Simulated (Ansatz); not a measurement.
# Geometry relaxation of O (part 2 of 2)

The same run, continued: O (R-3m, 6 atoms in the cell); DFT r2SCAN, scalar-relativistic, plane waves, PAW, spin-polarised (Ansatz 0.2.0); cutoff 500 eV, 12×12×4 k-mesh, Gaussian smearing of 0.02 eV, collinear spins. The structure derives from an entry of the Crystallography Open Database. It belongs to a series of runs on one base structure; here: strain along c alone, the other axes held, atoms relaxed: -2.0 %.

Geometry of the input (Å; fractional positions):
```
3.4270  0.0000  0.0000
-1.7135  2.9679  0.0000
0.0000  0.0000  11.2391
O  0.3333  0.6667  0.7193
O  0.0000  0.0000  0.9474
O  0.0000  0.0000  0.0526
O  0.6667  0.3333  0.2807
O  0.6667  0.3333  0.3859
O  0.3333  0.6667  0.6141
```

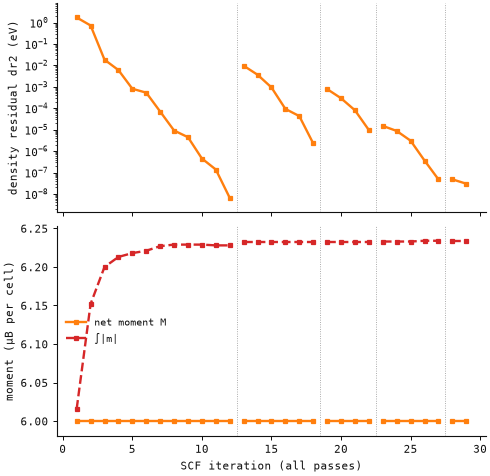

Convergence of the self-consistent field: density residual dr2 and magnetic moment against the SCF iteration. Dotted lines part the SCF passes that the log prints in full. The net moment stays at 6.0 μB per cell.

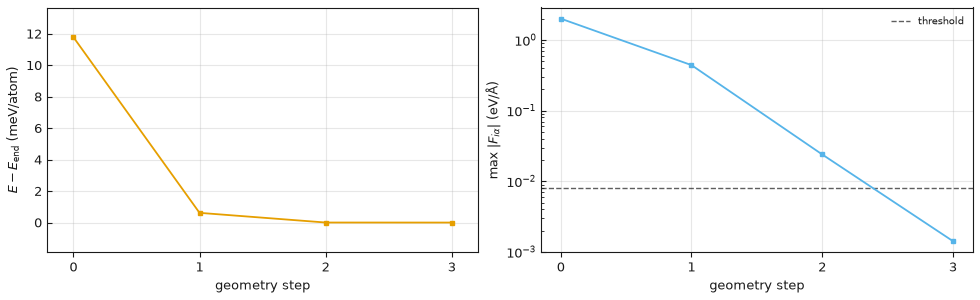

Progress of the relaxation, step by step (the first geometry is step 0 here and step 1 in the log). After 3 geometry steps the energy has fallen by 11.8 meV per atom. The largest force component goes from 2 to 0.0014 eV/Å. The largest moves, 0.012 Å, are those of O1, O2, O3, O4, O5 and O6. The cell doesn't change. Distances before and after: O1–O6 1.182 → 1.207 Å. The space group stays R-3m (No. 166). (Atoms are counted from 1 in the order of the input.)

```
SCF converged after 2 iterations
Stability not checked: this state was not tested for a lower state beside it, because the mixer in use, unlike msr1, does not test its closes by its own steps (another_mixer; see scf.mixing.algorithm and scf.lower_state_search)
Magnetization: 6.0000 μB (21.0000 up, 15.0000 down)
Absolute magnetization: 6.2376 μB (∫|ρ↑−ρ↓|, with the PAW one-centre terms)
Spin contamination: 0.0300 ħ² per cell (⟨S²⟩ above its minimum at these occupations)
Per-site moments (μB) at R_I (Å): [(0.574035972189493, 0.49771567720373), (0.5740359721894922, 0.49771567720372967), (0.5740359721894922, 0.49771567720372967), (0.5740359721894914, 0.4977156772037293), (0.5740359721894913, 0.4977156772037293), (0.5740359721894926, 0.49771567720373)]
Free energy (F): -3396.016628 eV
Harris-Foulkes:  -3396.016628 eV  (|F-HF|=5.99e-8)
Internal energy: -3396.016628 eV  (E = F + TS)
E sigma→0 (E₀):  -3396.016628 eV
Fermi energy:    -0.976145 eV
--- Per-component energies (eV) ---
  E_band       = -432.946620
  E_kinetic    = 1029.114822
  E_local      = -3180.300061  (includes V_loc(G=0)·N_el)
  E_nonlocal   = 291.810205
  E_hartree    = 1108.991925
  E_xc         = -424.983975
  E_vxc        = -618.581953  (∫ρ·V_xc dr)
  E_paw        = -957.001222  (= ΣΔE_a)
  E_vpaw       = -218.126024  (= ΣTr[D̂ρ^β])
  E_aug_tail   = 0.005580  (compensation charges beyond the density's cutoff)
  E_vtau       = 45.149058  (kinetic-family band-sum trace: ∫τ·v_τ [+ j·A + Jᵃ·Aᵃ] dr)
  E_ewald      = -1263.462256
  E_core_change = -0.191645  (= ΣΔE_core)
  E_smearing   = -0.000000  (= −TS)
  E_closure    = -0.000000  (closes the sum)
  Σ components = -3396.016628   (vs F -3396.016628, Δ=0.00e0)
--- Forces (eV/Å), atoms counted from 1 ---
  atom   1  O     -0.00000000    -0.00000000    -0.00141813
  atom   2  O      0.00000000     0.00000000     0.00141813
  atom   3  O     -0.00000000    -0.00000000    -0.00141813
  atom   4  O      0.00000000     0.00000000     0.00141813
  atom   5  O     -0.00000000    -0.00000000    -0.00141813
  atom   6  O     -0.00000000     0.00000000     0.00141813
  max |Σ_I F_I| component: 4.34e-19 eV/Å
--- Stress (GPa, compression-positive) ---
        0.019451       0.000000       0.000000
        0.000000       0.019451       0.000000
        0.000000       0.000000       0.137064
  P = ⅓ Tr σ = 0.0587 GPa (0.587 kbar)
--- Band table (eV; the first three rows and the last of 138) ---
  k-point 0 ↑: bands = ["-29.6338", "-29.6142", "-29.6142", "-17.2120", "-17.2120", "-16.9508", "-9.6852", "-9.1263", "-9.1263", "-9.1263", "-9.1263", "-9.1003", "-9.1003", "-9.0880", "-9.0880", "-2.3280", "-2.3280", "-2.2280", "-2.2280", "-2.2280", "-2.2280", "5.3642", "5.4941", "5.4941", "7.7420", "7.7420"]
  k-point 1 ↑: bands = ["-29.6321", "-29.6207", "-29.6094", "-17.2719", "-17.1280", "-16.9753", "-9.6331", "-9.2959", "-9.1355", "-9.1355", "-9.1136", "-9.1136", "-9.0915", "-9.0915", "-8.9564", "-2.3191", "-2.3191", "-2.2613", "-2.2613", "-2.2037", "-2.2037", "5.3580", "5.3847", "5.7074", "6.9628", "8.6964"]
  k-point 2 ↑: bands = ["-29.6273", "-29.6273", "-29.6076", "-17.2934", "-17.0410", "-17.0410", "-9.4907", "-9.4907", "-9.1388", "-9.1388", "-9.1009", "-9.1009", "-9.1009", "-9.1009", "-8.9034", "-2.2946", "-2.2946", "-2.2946", "-2.2946", "-2.1947", "-2.1947", "5.3532", "5.3532", "5.9009", "6.5724", "9.5829"]
  k-point 68 ↓: bands = ["-28.1816", "-28.1816", "-28.1816", "-14.5644", "-14.5644", "-14.5644", "-7.9771", "-7.9771", "-7.9771", "-7.1738", "-7.1738", "-7.1738", "-7.0599", "-7.0599", "-7.0599", "0.5222", "0.5222", "0.5222", "0.8689", "0.8689", "0.8689", "9.5705", "9.5705", "9.5705", "10.8783", "10.8783"]
--- Relaxed structure (4 steps of the walk, 4 accepted, 0 SCFs on fresh bases) ---
  F+E_penalty+E_count = -3396.01662803 eV   max|allowed force component| = 1.423e-3 eV/Å
  atoms:
    - { symbol: O, position: [0.3333333333333333, 0.6666666666666666, 0.720344566948283] }
    - { symbol: O, position: [-2.6093629193046647e-19, 3.088502102654469e-33, 0.9463220997183838] }
    - { symbol: O, position: [2.609362919304703e-19, 1.4141586546002715e-32, 0.05367790028161621] }
    - { symbol: O, position: [0.6666666666666666, 0.3333333333333333, 0.27965543305171714] }
    - { symbol: O, position: [0.6666666666666666, 0.3333333333333333, 0.38701123361494955] }
    - { symbol: O, position: [0.3333333333333333, 0.6666666666666666, 0.6129887663850505] }
--- Löwdin populations: 6 sites ---
  site symbol       q [e]    m [muB]
     0      O      5.9477     0.9940
     1      O      5.9477     0.9940
     2      O      5.9477     0.9940
     3      O      5.9477     0.9940
     4      O      5.9477     0.9940
     5      O      5.9477     0.9940
  spilling = 0.008715 (of n_electrons = 36.000000)
```

### File populations.tsv
```
# site	symbol	l	j	q_up	q_dn
# orbitals = lowdin
# n_electrons = 36.000000
# spilling = 0.008715
0	O	0_2S	-	0.904899	0.889024
0	O	1_2P	-	2.565947	1.587842
1	O	0_2S	-	0.904899	0.889024
1	O	1_2P	-	2.565947	1.587842
2	O	0_2S	-	0.904899	0.889024
2	O	1_2P	-	2.565947	1.587842
3	O	0_2S	-	0.904899	0.889024
3	O	1_2P	-	2.565947	1.587842
4	O	0_2S	-	0.904899	0.889024
4	O	1_2P	-	2.565947	1.587842
5	O	0_2S	-	0.904899	0.889024
5	O	1_2P	-	2.565947	1.587842
```

### Trajectory as extended XYZ (Å, eV, eV/Å), 4 frames, from step=1 to step=4
```
6
Lattice="3.4270 0.0000 0.0000 -1.7135 2.9679 0.0000 0.0000 0.0000 11.2391" Properties=species:S:1:pos:R:3:forces:R:3 step=1 energy=-3395.94591
O     0.0000    1.9786    8.0839    0.0000   0.0000   2.0072
O     0.0000    0.0000   10.6479    0.0000   0.0000  -2.0072
O     0.0000    0.0000    0.5912    0.0000   0.0000   2.0072
O     1.7135    0.9893    3.1552    0.0000   0.0000  -2.0072
O     1.7135    0.9893    4.3376    0.0000   0.0000   2.0072
O     0.0000    1.9786    6.9015    0.0000   0.0000  -2.0072
6
Lattice="3.4270 0.0000 0.0000 -1.7135 2.9679 0.0000 0.0000 0.0000 11.2391" Properties=species:S:1:pos:R:3:forces:R:3 step=2 energy=-3396.01292
O     0.0000    1.9786    8.0932    0.0000   0.0000   0.4410
O     0.0000    0.0000   10.6386    0.0000   0.0000  -0.4410
O     0.0000    0.0000    0.6005    0.0000   0.0000   0.4410
O     1.7135    0.9893    3.1459    0.0000   0.0000  -0.4410
O     1.7135    0.9893    4.3468    0.0000   0.0000   0.4410
O     0.0000    1.9786    6.8923    0.0000   0.0000  -0.4410
6
Lattice="3.4270 0.0000 0.0000 -1.7135 2.9679 0.0000 0.0000 0.0000 11.2391" Properties=species:S:1:pos:R:3:forces:R:3 step=3 energy=-3396.01662
O     0.0000    1.9786    8.0959    0.0000   0.0000   0.0240
O     0.0000    0.0000   10.6360    0.0000   0.0000  -0.0240
O     0.0000    0.0000    0.6031    0.0000   0.0000   0.0240
O     1.7135    0.9893    3.1432    0.0000   0.0000  -0.0240
O     1.7135    0.9893    4.3495    0.0000   0.0000   0.0240
O     0.0000    1.9786    6.8896    0.0000   0.0000  -0.0240
6
Lattice="3.4270 0.0000 0.0000 -1.7135 2.9679 0.0000 0.0000 0.0000 11.2391" Properties=species:S:1:pos:R:3:forces:R:3 step=4 energy=-3396.01663
O     0.0000    1.9786    8.0960    0.0000   0.0000  -0.0014
O     0.0000    0.0000   10.6358    0.0000   0.0000   0.0014
O     0.0000    0.0000    0.6033    0.0000   0.0000  -0.0014
O     1.7135    0.9893    3.1431    0.0000   0.0000   0.0014
O     1.7135    0.9893    4.3497    0.0000   0.0000  -0.0014
O     0.0000    1.9786    6.8894    0.0000   0.0000   0.0014
```

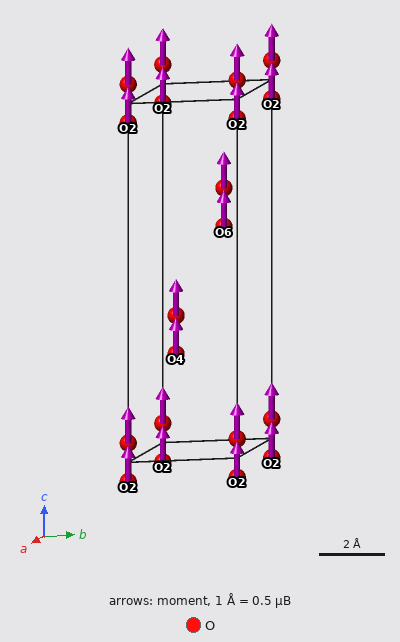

Magnetic moments of the sites as pink arrows (ball-and-stick view of the cell of the calculation, seen slightly off an axis; atoms are numbered from 1 in the order of the input); small moments hardly show. The run is collinear, so the axis drawn is arbitrary. Site moments: all 6 O atoms (0.57 μB). They are counted near the atoms and needn't add up to the moment of the cell.

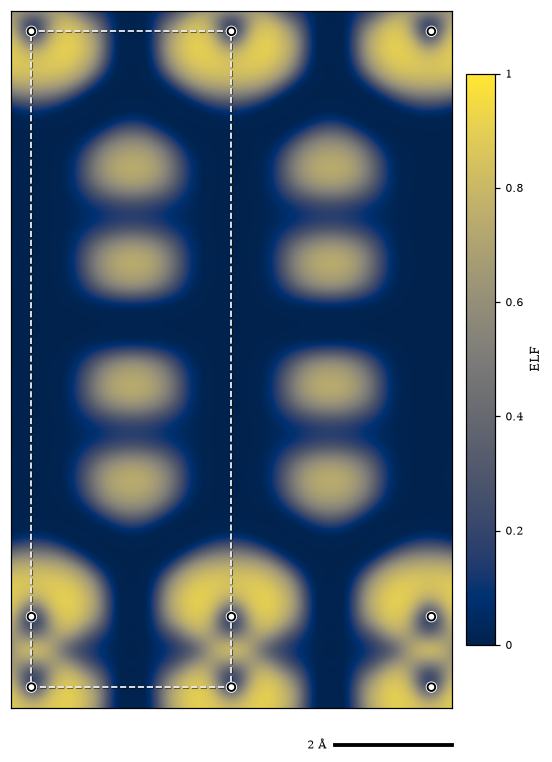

ELF on the (100) plane of the conventional cell. Circles mark the nuclei in the plane (O). The section cuts through O sites. Core electrons are frozen (PAW), so the fields are smoothed inside the atomic spheres.

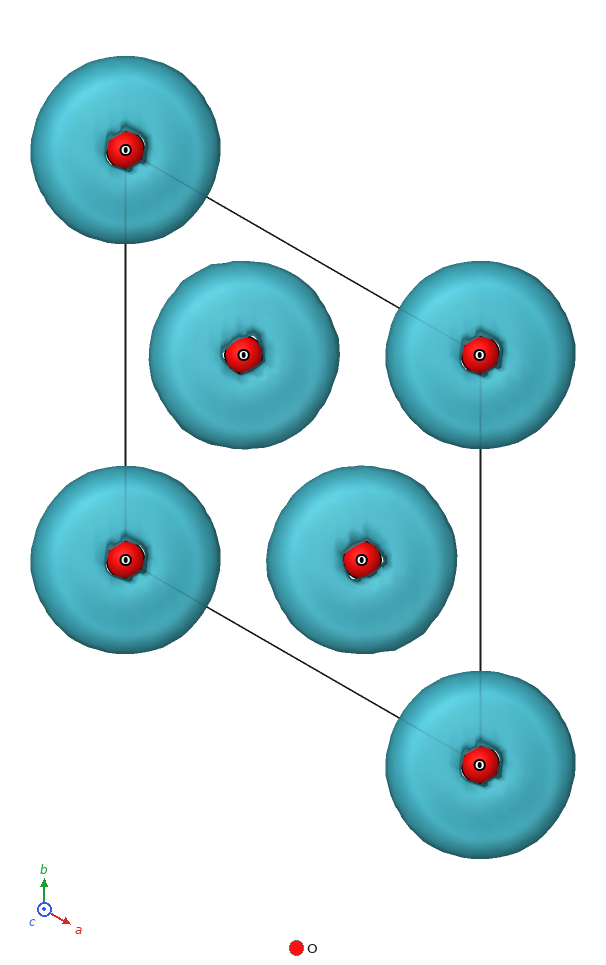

Isosurface of the ELF at 0.85 (cyan), seen along the c axis. Only the valence region is drawn (cores and ρ < 0.01 e/Å³ removed). Sticks mark near contacts. The outline is the cell set on symmetry axes. Along the contacts the grid gives the following. O–O (1.21 Å): the ELF peaks at about 0.80 between the atoms (inside overlapping PAW spheres, so only a guide) (a covalent bond).

### Results in brief

```tsv
quantity	value
outcome	converged
space group (tolerance 0.01 Å)	R-3m (166)
electrons treated	36
free energy	−3396.0166 eV
Fermi energy	−0.976 eV
gap on the k-point mesh	2.44 eV
net moment of the cell	6.00 μB
integrated absolute moment	6.24 μB
pressure	0.06 GPa
final volume	114.31 Å³
largest force (length of the vector) at the end	0.001 eV/Å
final cell	a = 3.427 Å, b = 3.427 Å, c = 11.239 Å, α = 90.00°, β = 90.00°, γ = 120.00°
hardware	1 thread of Arm Neoverse V1, 24 GiB of memory available, shared host
wall time	5.4 min
peak memory	0.97 GiB
```

### Remarks

The electronic state found may not be the lowest one. The program warns: the SCF threshold is looser than advised for the printed stress.
